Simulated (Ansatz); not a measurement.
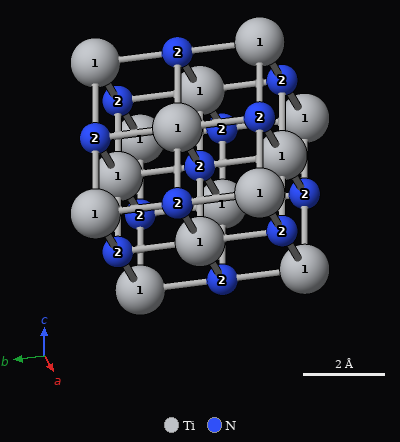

*The input geometry (ball-and-stick view of the cell 4 times as large as that of the calculation, set on its symmetry axes, seen at an oblique angle; atoms are numbered from 1 in the order of the input). An atom can appear more than once, as a periodic image.*

Near neighbours in the periodic cell (some may lie outside the picture): Ti has 6 N at 2.12 Å; N has 6 Ti at 2.12 Å.

TiN: geometry relaxation (part 1 of 2)

- system: TiN (Fm-3m, 2 atoms in the cell)
- method: DFT PBEsol, scalar-relativistic, plane waves, PAW, PAW set soft_1, no spin polarisation (Ansatz 0.2.0)

The structure derives from an entry of the Crystallography Open Database. Figures and captions count atoms from 1; the log counts them from 0 in places.

**Input**
```yaml
crystal:
  lattice:
    - [0.0, 2.122, 2.122]
    - [2.122, 0.0, 2.122]
    - [2.122, 2.122, 0.0]
  atoms:
    - { symbol: Ti, position: [0.0, 0.0, 0.0] }
    - { symbol: "N", position: [0.5, 0.5, 0.5] }
basis:
  ecutwfc: 520.0
kpoints:
  mp_grid: { grid: [18, 18, 18] }
hamiltonian:
  xc: pbesol
  pseudopotentials: { kind: paw, azcp: { folder: soft_1 } }
scf:
  occupations: { method: gaussian, width: 0.1 }
output:
  forces: true
  stress: true
  eigenvalues: true
  write_density: true
  write_potential: true
  elf: true
  volumetric_format: npy
relax:
  adjacent_minimum: "off"
  f_tol: 0.005
  max_steps: 80
  cell: { stress_tol: 0.05 }
```

Hardware: 2 threads of Arm Neoverse N1, 98 GiB of memory available, shared host.

Launched with:
```bash
ansatz run input.yaml --threads 2 --pin off --max-ram 4096MiB --backend cpu --events-out ev --progress --plain --runs-dir out
```

**What the program printed**
```
Warning: [file] the record states the generating functional pbe (its physics header spells it `PBE`), which answers neither for hamiltonian.xc's functional nor for the pbesol family's — results may be inconsistent (PPs are generated against a specific XC)
Warning: [file] the record states the generating functional pbe (its physics header spells it `PBE`), which answers neither for hamiltonian.xc's functional nor for the pbesol family's — results may be inconsistent (PPs are generated against a specific XC)
Engine: ansatz 0.2.0, aarch64-unknown-linux-gnu
Pseudopotentials: kind: paw
Pseudopotential: Ti, paw, valence charge 12, recommended cutoff 420 eV (normal), [file]
Pseudopotential: N, paw, valence charge 5, recommended cutoff 420 eV (normal), [file]
Functional definition: PBEsol
  exchange = pbesol_x
  correlation = pbesol_c
Crystal: 2 atoms, lattice volume = 19.110 Å³
Basis set: ecut = 520 eV, 531 PW (Γ), exchange–correlation on 48×48×48 points (8 copies of the dense FFT grid, shifted against one another)
Bands: 13, of which v1, the nominal top of the filled ones, is band 9 counted from 1 (8 counted from 0)
Symmetry: 48 space group operations
Space group: Fm-3m (ITA 225), of the structure as read, at distance tolerance 2.7e-5 Å
k-points: 195 of 5832
Non-local potential: Ti, projectors of the file, l = 0: 3, l = 1: 2, l = 2: 3, l = 3: 1
Non-local potential: N, projectors of the file, l = 0: 2, l = 1: 2, l = 2: 1
PAW form: soft (Blöchl's): semilocal exchange-correlation on the pseudo side does not see the compensation charge
PAW frozen core: Ti, regenerated for the run's functional, and the local potential with it (the file was generated under x = pbe(κ = 0.804, μ = 0.2195149727645171), c = pbe(β = 0.06672455060314922))
PAW frozen core: N, regenerated for the run's functional, and the local potential with it (the file was generated under x = pbe(κ = 0.804, μ = 0.2195149727645171), c = pbe(β = 0.06672455060314922))
PAW one-centre angular grid: Ti, 590 points (default); XC on 64 Gauss nodes
PAW one-centre angular grid: N, 110 points (default); XC on 64 Gauss nodes
Initial density: superposition of atomic densities (chi_scale 0.1, normalization cell, long waves kept (reshape's long-wave potential 0.00 eV rms))
Initial wavefunctions: pseudopotential atomic-orbital guess
Functional: x = pbesol(κ = 0.804, μ = 0.12345679012345678), c = pbesol(β = 0.046)
SCF iter   1: F=—  HF=-2856.437202 eV  |F-HF|=—  |Δ(HF+E_count)|=         —  Δρ=7.05e-2  dr2=1.17e0  ethr=3.10e-3  ⟨swp⟩=4.5  Hψ=12372  notcnv=0
preconditioner: auto → none  [metal: Δε(μ)=0.032 eV  Ē_g=10.260 eV  σ=0.100 eV  W_gap=0.18  n_scr=8 (ndim 8)  ℏωp=25.5 eV  f_vac=0.000  D(μ)=0.86/eV (n_scr^D=8)  sad-step TF]
SCF iter   2: F=—  HF=-2856.348642 eV  |F-HF|=—  |Δ(HF+E_count)|=   8.86e-2  Δρ=5.19e-2  dr2=6.51e-1  ethr=3.10e-3  ⟨swp⟩=2.0  Hψ=4386  notcnv=0  defer=67
SCF iter   3: F=—  HF=-2856.219438 eV  |F-HF|=—  |Δ(HF+E_count)|=   1.29e-1  Δρ=5.61e-3  dr2=2.58e-3  ethr=3.10e-3  ⟨swp⟩=2.6  Hψ=4134  notcnv=0  defer=67
SCF iter   4: F=—  HF=-2856.219249 eV  |F-HF|=—  |Δ(HF+E_count)|=   1.89e-4  Δρ=1.50e-3  dr2=2.74e-4  ethr=1.52e-5  ⟨swp⟩=2.0  Hψ=5697  notcnv=0  defer=67
SCF iter   5: F=—  HF=-2856.219148 eV  |F-HF|=—  |Δ(HF+E_count)|=   1.01e-4  Δρ=2.06e-4  dr2=8.09e-6  ethr=1.61e-6  ⟨swp⟩=2.0  Hψ=3944  notcnv=0  defer=67
SCF iter   6: F=—  HF=-2856.219145 eV  |F-HF|=—  |Δ(HF+E_count)|=   2.69e-6  Δρ=3.10e-5  dr2=1.69e-7  ethr=4.76e-8  ⟨swp⟩=2.1  Hψ=3282  notcnv=0  defer=67
SCF iter   7: F=-2856.219145 eV  HF=-2856.219145 eV  |F-HF|=5.56e-10  |Δ(HF+E_count)|=   2.37e-8  Δρ=2.41e-6  dr2=7.04e-10  ethr=5.88e-10  ⟨swp⟩=8.4  Hψ=12912  notcnv=0
SCF 1 converged in 7 iterations: F = -2856.219145 eV  dr2 = 7.04e-10
  greatest PAW one-centre occupation: 0.998 electrons in one spin orbital (limit 2), on the Ti atom at site 0 (counted from 0), in its partial waves of l = 0
relax step   1: F+E_penalty+E_count = -2856.21914517 eV  Δ(F+E_penalty+E_count) = +0.000e0 eV  max|allowed force component| = 7.823e-30 eV/Å  Δτ_max = 0.0000 Å  P = -8.064 GPa  Ω = 19.110 Å³  (7 SCF iters, dr2 threshold 1.00e-7 eV, accepted)
Crystal: 2 atoms, lattice volume = 18.675 Å³
Initial density: handed on by an earlier stage of this run
Initial wavefunctions: those handed on with the density
iter 1 solved again at ethr=2.76e-5 eV; its pass at ethr=3.10e-3 eV (dr2=4.69e-3 eV) is discarded
SCF iter   1: F=—  HF=-2856.233459 eV  |F-HF|=—  |Δ(HF+E_count)|=         —  Δρ=4.66e-3  dr2=4.57e-3  ethr=2.76e-5  ⟨swp⟩=1.0  Hψ=14959  notcnv=0
preconditioner: auto → none  [metal: Δε(μ)=0.031 eV  Ē_g=9.829 eV  σ=0.100 eV  W_gap=0.17  n_scr=8 (ndim 8)  ℏωp=25.8 eV  f_vac=0.000  D(μ)=0.82/eV (n_scr^D=8)]
SCF iter   2: F=—  HF=-2856.232724 eV  |F-HF|=—  |Δ(HF+E_count)|=   7.35e-4  Δρ=1.73e-3  dr2=7.21e-4  ethr=2.69e-5  ⟨swp⟩=1.5  Hψ=2823  notcnv=0
SCF iter   3: F=—  HF=-2856.232596 eV  |F-HF|=—  |Δ(HF+E_count)|=   1.28e-4  Δρ=3.09e-4  dr2=2.16e-5  ethr=4.24e-6  ⟨swp⟩=1.6  Hψ=2705  notcnv=0
SCF iter   4: F=—  HF=-2856.232593 eV  |F-HF|=—  |Δ(HF+E_count)|=   3.00e-6  Δρ=5.67e-5  dr2=2.28e-7  ethr=1.27e-7  ⟨swp⟩=2.2  Hψ=3171  notcnv=0
iter 5 did not close the SCF: its close was put off for the readings that it lacked (scf_convergence_deferred on its scf_iter line)
SCF iter   5: F=-2856.232593 eV  HF=-2856.232593 eV  |F-HF|=6.91e-11  |Δ(HF+E_count)|=   1.95e-9  Δρ=3.09e-6  dr2=5.66e-10  ethr=1.34e-9  ⟨swp⟩=2.8  Hψ=3963  notcnv=0
SCF iter   6: F=-2856.232593 eV  HF=-2856.232593 eV  |F-HF|=1.00e-11  |Δ(HF+E_count)|=  2.24e-10  Δρ=4.60e-7  dr2=2.39e-11  ethr=3.33e-12  ⟨swp⟩=3.9  Hψ=11274  notcnv=0
SCF 2 converged in 6 iterations: F = -2856.232593 eV  dr2 = 2.39e-11
relax step   2: F+E_penalty+E_count = -2856.23259269 eV  Δ(F+E_penalty+E_count) = -1.345e-2 eV  max|allowed force component| = 2.630e-29 eV/Å  Δτ_max = 0.0000 Å  P = -1.625 GPa  Ω = 18.675 Å³  energy of the carried Pulay correction = +1.190e-4 eV  (6 SCF iters, dr2 threshold 2.00e-7 eV, accepted)
Crystal: 2 atoms, lattice volume = 18.569 Å³
iter 1 solved again at ethr=1.70e-6 eV; its pass at ethr=3.10e-3 eV (dr2=2.89e-4 eV) is discarded
SCF iter   1: F=—  HF=-2856.233192 eV  |F-HF|=—  |Δ(HF+E_count)|=         —  Δρ=1.18e-3  dr2=2.92e-4  ethr=1.70e-6  ⟨swp⟩=1.0  Hψ=13160  notcnv=0
preconditioner: auto → none  [metal: Δε(μ)=0.041 eV  Ē_g=9.850 eV  σ=0.100 eV  W_gap=0.22  n_scr=8 (ndim 8)  ℏωp=25.9 eV  f_vac=0.000  D(μ)=0.80/eV (n_scr^D=8)]
SCF iter   2: F=—  HF=-2856.233146 eV  |F-HF|=—  |Δ(HF+E_count)|=   4.61e-5  Δρ=4.42e-4  dr2=4.64e-5  ethr=1.70e-6  ⟨swp⟩=1.6  Hψ=2862  notcnv=0
SCF iter   3: F=—  HF=-2856.233140 eV  |F-HF|=—  |Δ(HF+E_count)|=   6.23e-6  Δρ=7.94e-5  dr2=1.43e-6  ethr=2.73e-7  ⟨swp⟩=1.6  Hψ=2712  notcnv=0
iter 4 did not close the SCF: its close was put off for the readings that it lacked (scf_convergence_deferred on its scf_iter line)
SCF iter   4: F=-2856.233140 eV  HF=-2856.233140 eV  |F-HF|=2.69e-9  |Δ(HF+E_count)|=   2.28e-7  Δρ=1.42e-5  dr2=1.46e-8  ethr=8.39e-9  ⟨swp⟩=2.1  Hψ=3163  notcnv=0
iter 5 did not close the SCF: its close was put off for the readings that it lacked (scf_convergence_deferred on its scf_iter line)
SCF iter   5: F=-2856.233140 eV  HF=-2856.233140 eV  |F-HF|=1.14e-11  |Δ(HF+E_count)|=  1.73e-10  Δρ=7.67e-7  dr2=3.09e-11  ethr=8.58e-11  ⟨swp⟩=2.7  Hψ=3920  notcnv=0
SCF iter   6: F=-2856.233140 eV  HF=-2856.233140 eV  |F-HF|=4.55e-13  |Δ(HF+E_count)|=  2.14e-11  Δρ=1.08e-7  dr2=1.20e-12  ethr=1.00e-12  ⟨swp⟩=3.2  Hψ=10133  notcnv=0
SCF 3 converged in 6 iterations: F = -2856.233140 eV  dr2 = 1.20e-12
relax step   3: F+E_penalty+E_count = -2856.23313952 eV  Δ(F+E_penalty+E_count) = -5.468e-4 eV  max|allowed force component| = 1.788e-29 eV/Å  Δτ_max = 0.0000 Å  P = +0.078 GPa  Ω = 18.569 Å³  energy of the carried Pulay correction = +1.486e-4 eV  (6 SCF iters, dr2 threshold 2.00e-7 eV, accepted)
Crystal: 2 atoms, lattice volume = 18.574 Å³
iter 1 solved again at ethr=3.62e-9 eV; its pass at ethr=3.10e-3 eV (dr2=6.16e-7 eV) is discarded
SCF iter   1: F=—  HF=-2856.233138 eV  |F-HF|=—  |Δ(HF+E_count)|=         —  Δρ=5.48e-5  dr2=6.26e-7  ethr=3.62e-9  ⟨swp⟩=1.0  Hψ=12382  notcnv=0
preconditioner: auto → none  [metal: Δε(μ)=0.044 eV  Ē_g=9.839 eV  σ=0.100 eV  W_gap=0.24  n_scr=8 (ndim 8)  ℏωp=25.8 eV  f_vac=0.000  D(μ)=0.80/eV (n_scr^D=8)]
SCF iter   2: F=—  HF=-2856.233139 eV  |F-HF|=—  |Δ(HF+E_count)|=   1.39e-6  Δρ=2.04e-5  dr2=9.86e-8  ethr=3.62e-9  ⟨swp⟩=1.7  Hψ=2937  notcnv=0
iter 3 did not close the SCF: its close was put off for the readings that it lacked (scf_convergence_deferred on its scf_iter line)
SCF iter   3: F=-2856.233139 eV  HF=-2856.233139 eV  |F-HF|=2.50e-9  |Δ(HF+E_count)|=   1.72e-8  Δρ=3.68e-6  dr2=3.08e-9  ethr=5.80e-10  ⟨swp⟩=1.6  Hψ=2712  notcnv=0
iter 4 did not close the SCF: its close was put off for the readings that it lacked (scf_convergence_deferred on its scf_iter line)
SCF iter   4: F=-2856.233139 eV  HF=-2856.233139 eV  |F-HF|=6.37e-12  |Δ(HF+E_count)|=  5.13e-10  Δρ=6.47e-7  dr2=3.14e-11  ethr=1.81e-11  ⟨swp⟩=2.1  Hψ=3160  notcnv=0
iter 5 did not close the SCF: its close was put off for the readings that it lacked (scf_convergence_deferred on its scf_iter line)
SCF iter   5: F=-2856.233139 eV  HF=-2856.233139 eV  |F-HF|=9.09e-13  |Δ(HF+E_count)|=  4.55e-13  Δρ=3.54e-8  dr2=7.06e-14  ethr=1.00e-12  ⟨swp⟩=1.0  Hψ=2536  notcnv=0
SCF iter   6: F=-2856.233139 eV  HF=-2856.233139 eV  |F-HF|=9.09e-13  |Δ(HF+E_count)|=  4.55e-13  Δρ=6.77e-9  dr2=4.54e-15  ethr=1.00e-12  ⟨swp⟩=3.0  Hψ=8309  notcnv=0
SCF 4 converged in 6 iterations: F = -2856.233139 eV  dr2 = 4.54e-15
relax step   4: F+E_penalty+E_count = -2856.23313934 eV  Δ(F+E_penalty+E_count) = +1.746e-7 eV  max|allowed force component| = 4.700e-30 eV/Å  Δτ_max = 0.0000 Å  P = -0.001 GPa  Ω = 18.574 Å³  energy of the carried Pulay correction = +1.472e-4 eV  (6 SCF iters, accepted)
Initial wavefunctions: pseudopotential atomic-orbital guess (no wavefunctions were taken with the density)
iter 1 solved again at ethr=4.90e-10 eV; its pass at ethr=3.10e-3 eV (dr2=8.34e-8 eV) is discarded
SCF iter   1: F=—  HF=-2856.232995 eV  |F-HF|=—  |Δ(HF+E_count)|=         —  Δρ=2.63e-5  dr2=1.16e-8  ethr=4.90e-10  ⟨swp⟩=3.1  Hψ=19990  notcnv=0
preconditioner: auto → none  [metal: Δε(μ)=0.044 eV  Ē_g=9.840 eV  σ=0.100 eV  W_gap=0.24  n_scr=8 (ndim 8)  ℏωp=25.8 eV  f_vac=0.000  D(μ)=0.80/eV (n_scr^D=8)]
SCF iter   2: F=—  HF=-2856.232997 eV  |F-HF|=—  |Δ(HF+E_count)|=   1.53e-6  Δρ=1.34e-5  dr2=3.16e-9  ethr=6.82e-11  ⟨swp⟩=2.0  Hψ=3676  notcnv=0
SCF iter   3: F=—  HF=-2856.232997 eV  |F-HF|=—  |Δ(HF+E_count)|=   1.15e-8  Δρ=7.80e-7  dr2=6.99e-11  ethr=1.86e-11  ⟨swp⟩=2.4  Hψ=3659  notcnv=0
iter 4 did not close the SCF: its close was put off for the readings that it lacked (scf_convergence_deferred on its scf_iter line)
SCF iter   4: F=-2856.232997 eV  HF=-2856.232997 eV  |F-HF|=1.36e-12  |Δ(HF+E_count)|=  2.09e-11  Δρ=1.70e-7  dr2=2.42e-12  ethr=1.00e-12  ⟨swp⟩=3.0  Hψ=4279  notcnv=0
iter 5 did not close the SCF: its close was put off for the readings that it lacked (scf_convergence_deferred on its scf_iter line)
SCF iter   5: F=-2856.232997 eV  HF=-2856.232997 eV  |F-HF|=9.09e-13  |Δ(HF+E_count)|=  9.09e-13  Δρ=1.64e-8  dr2=3.05e-14  ethr=1.00e-12  ⟨swp⟩=1.0  Hψ=2535  notcnv=0
iter 6 did not close the SCF: its close was put off for the readings that it lacked (scf_convergence_deferred on its scf_iter line)
SCF iter   6: F=-2856.232997 eV  HF=-2856.232997 eV  |F-HF|=4.55e-13  |Δ(HF+E_count)|=  9.09e-13  Δρ=2.42e-9  dr2=2.35e-16  ethr=1.00e-12  ⟨swp⟩=1.0  Hψ=2535  notcnv=0
iter 7 did not close the SCF: its close was put off for the readings that it lacked (scf_convergence_deferred on its scf_iter line)
SCF iter   7: F=-2856.232997 eV  HF=-2856.232997 eV  |F-HF|=4.55e-13  |Δ(HF+E_count)|=  4.55e-13  Δρ=5.01e-10  dr2=3.79e-17  ethr=1.00e-12  ⟨swp⟩=1.0  Hψ=2535  notcnv=0
SCF iter   8: F=-2856.232997 eV  HF=-2856.232997 eV  |F-HF|=0.00e0  |Δ(HF+E_count)|=  4.55e-13  Δρ=2.34e-11  dr2=3.53e-20  ethr=1.00e-12  ⟨swp⟩=1.1  Hψ=5866  notcnv=0
SCF 5 converged in 8 iterations: F = -2856.232997 eV  dr2 = 3.53e-20
relax step   5: F+E_penalty+E_count = -2856.23299673 eV  Δ(F+E_penalty+E_count) = +1.426e-4 eV  max|allowed force component| = 6.409e-30 eV/Å  Δτ_max = 0.0000 Å  P = -0.003 GPa  Ω = 18.574 Å³  stress off target by 2.81e-3 GPa  SCF on the basis re-selected at this cell (its energy is not comparable with the rows above)  (8 SCF iters)
```
